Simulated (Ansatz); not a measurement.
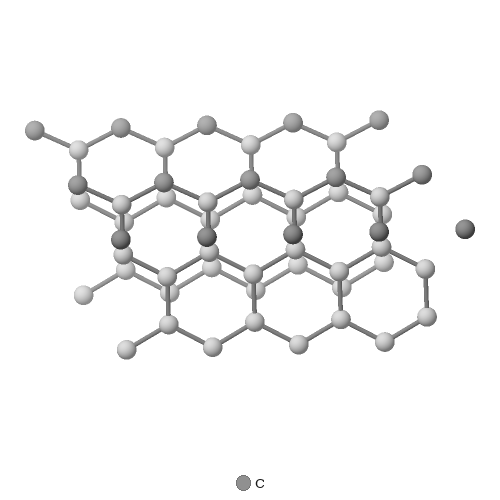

The system is O on a C(101) slab cut from the R-3m phase, its upper half relaxed before the scan (12 atoms of substrate and one adsorbate in a 2 × 1 cell); the picture shows it without the atoms that are moved over the map. O is moved over the surface cell at a fixed height above a rigid substrate; the origin of the map has the adsorbate above C11; the height is held at 2.50 Å. Places are given modulo a cell vector. The map is drawn in real space over the plane of the surface. The grid has 4 × 4 points. Places are given in fractions of the 1 × 1 surface cell. Energies: meV, counted from the lowest grid point. Energies and slopes of some neighbouring points disagree (a jump in structure or state, or too coarse a mesh). The magnetic moment jumps between some neighbouring points. At a fixed height the lowest place need not be the adsorption site. Level of theory: Ansatz, DFT PBE+D3(BJ), scalar-relativistic, plane waves, PAW. Settings: cutoff 420 eV, k-mesh 6×8×1, gaussian smearing 0.05 eV, spin-polarised.

Range: position of O13 along the first surface vector from 0.00 to 0.75; position of O13 along the second surface vector from 0.00 to 0.75.

### What will the energy surface look like?

The lowest grid point is at (1/4, 0/4) of the cell vectors [nearest 1 C at 2.57 Å]. The highest grid point, (1/4, 1/4) of the cell vectors [nearest 1 C at 2.66 Å], lies 333 meV above the lowest. At the lowest point the adsorbate has 1 C at 2.57 Å as nearest neighbours, at the highest 1 C at 2.66 Å.

```tsv
second ↓, first →	0/4	1/4	2/4	3/4
3/4	280	215	210	277
2/4	303	303	294	300
1/4	269	333	177	179
0/4	69	0	106	260
```

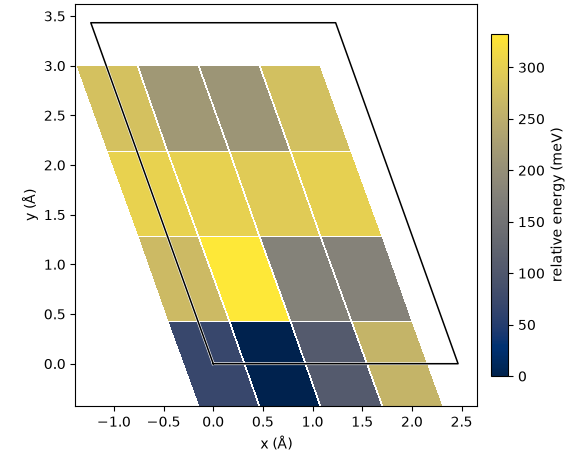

In the figure: one coloured cell a grid point, the outline of one cell of the plane.

Each point was launched as `ansatz run input.yaml --threads 2 --pin off --max-ram 6144MiB --backend cpu --events-out ev --progress --plain --runs-dir out`. Time for the 16 points that were run: 53 min on 2 threads of Intel(R) Xeon(R) Platinum 8488C (Sapphire Rapids), with other jobs on the host.

PAW datasets: the set soft_1.
